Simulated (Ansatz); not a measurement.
# Ti3O4: what the fields show

Input

```
crystal:
  lattice:
    - [2.9128162305, -4.0303540204, 0.0]
    - [2.9128162305, 4.0303540204, 0.0]
    - [0.0, 0.0, 2.9690273776]
  atoms:
    - { symbol: Ti, position: [-0.0110579039, 0.0110579039, 0.5] }
    - { symbol: Ti, position: [0.5206262911, 0.0074066942, 0.0] }
    - { symbol: Ti, position: [-0.0074066942, 0.4793737089, 0.0] }
    - { symbol: O, position: [0.7697445275, 0.7558220941, 0.0] }
    - { symbol: O, position: [0.2486815815, 0.7513184185, 0.5] }
    - { symbol: O, position: [0.2441779059, 0.2302554725, 0.0] }
    - { symbol: O, position: [0.7309284711, 0.2690715289, 0.5] }
basis:
  ecutwfc: 420
kpoints:
  mp_grid: { grid: [8, 8, 14] }
hamiltonian:
  xc: pbesol
scf:
  occupations: { method: gaussian, width: 0.15 }
output:
  forces: true
  stress: true
  eigenvalues: true
  write_density: true
  write_potential: true
  elf: true
  volumetric_format: npy
```

Run with:

```sh
ansatz run input.yaml --threads 2 --pin off --max-ram 5120MiB --backend cpu --events-out ev --progress --plain --runs-dir out
```

Below, planes, directions and counts refer to the conventional cell (a = 2.97 Å, b = 5.83 Å, c = 8.06 Å, α = 90.00°, β = 90.00°, γ = 90.00°).

Space group Amm2; a structure from a database of computed crystals, not necessarily the ambient phase; not relaxed (largest force 0.3 eV/Å); computed without spin polarisation.

These are results of DFT PBEsol, scalar-relativistic, plane waves, PAW (Ansatz 0.2.0), not measurements.

The density is the valence pseudo-density of a PAW calculation; it isn't the true density close to the nuclei.

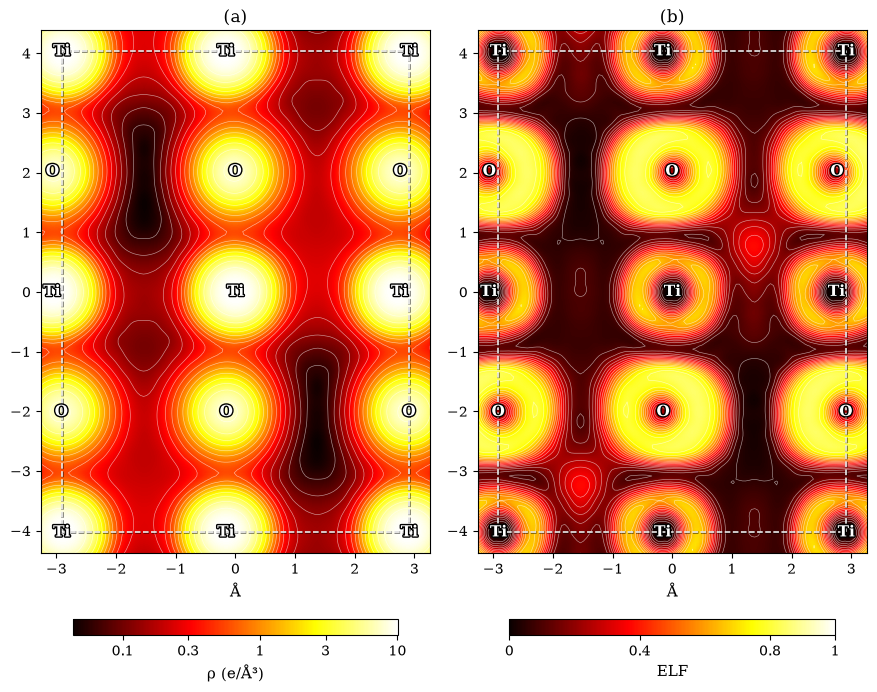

Figure 1. (a) valence charge density (pseudo); (b) ELF on the (100) plane of the conventional cell.

Describe what can be read from this map.

The plane passes through Ti and O nuclei.
Ti–O (2.02 Å): the density is about 0.58 e/Å³ at the midpoint; the ELF peaks at about 0.80 in the valence shell of O, 0.6 Å from its nucleus, and is about 0.15 at the midpoint; no shared electron pair shows on this line.
Ti–Ti (2.75 Å): the density is about 0.24 e/Å³ at the midpoint; the ELF is about 0.20 at the midpoint: no shared electron pair shows on this line.
Between the atoms the lowest density in this plane is 0.04 e/Å³.
The features right at Ti lie inside the PAW spheres, where the map follows smoothed inner orbitals and isn't to be read closely.

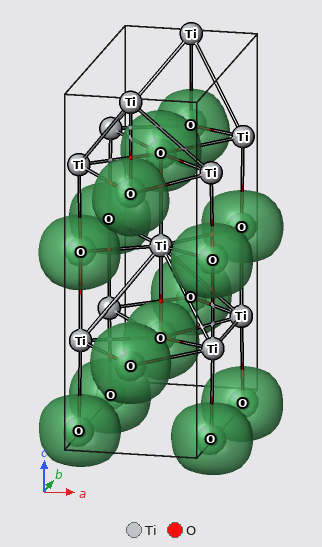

Figure 2. Isosurface of the ELF at 0.65 (green), seen slightly off an axis. Core shells and regions of very low density are left out. Sticks mark near contacts.

What do the ELF domains correspond to?

The surface consists of eight regions wrapped around O (the valence shell of each), counted in one cell of 14 atoms. Any copies at cell faces, edges or corners count once.

Metal or insulator at this level of theory?

It is gapless in this calculation (a metal or semimetal); semilocal functionals without U, or without the true magnetic order, often close the gap of such compounds.
